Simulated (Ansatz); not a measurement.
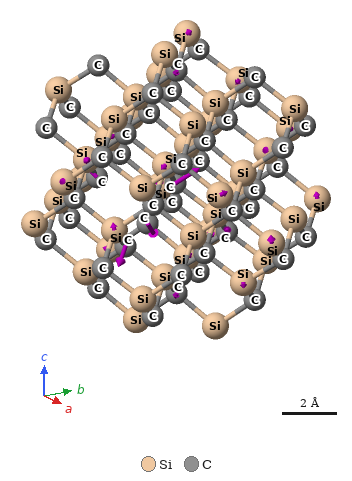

This is a relaxation of a defect cell of composition Si31C32 (cell charge +1). The starting structure is drawn; purple arrows show the displacements, magnified 5 times.

A ball-and-stick model of the atoms within 5.8 Å of the atom that moves most (axes of the cell of the calculation (origin shifted)), seen from a free direction.

These are results of DFT, PBEsol, PAW, plane waves in Ansatz 0.2.0, not measurements. Settings: plane-wave cutoff 420 eV; k-point mesh 1 × 1 × 1; mesh shifted by (0.25, 0.25, 0.25); collinear spin; atoms relaxed in a fixed cell; force threshold 0.03 eV/Å; at most 80 steps.

What did the optimiser do to the structure, and how much energy did it gain?

Over 4 accepted moves (5 points after the start) the energy falls by 1.866 eV per cell of the calculation. Largest force component: 2.1 eV/Å at the start, 0.0037 eV/Å at the end. The line search rejected the trial step at point 3 of the run. The largest move is that of a C atom, 0.23 Å along [1 1 1]. By element the largest moves are C 0.23 Å, Si 0.07 Å. The cell doesn't change. Among the contacts that change: C–Si 1.928 → 1.839 Å, C–Si 1.960 → 1.874 Å, C–Si 1.807 → 1.883 Å, C–Si 1.844 → 1.918 Å. Bond angles that change, for instance: C–Si–C 112.3° → 101.7°, Si–C–Si 105.8° → 115.4°, C–Si–C 111.1° → 101.7°. Cost: 64 s on 7 threads of Arm Neoverse-V2, peak memory 1.7 GiB.

Limits of the set-up: the cell is charged, on a uniform background, and energies carry no finite-size correction.
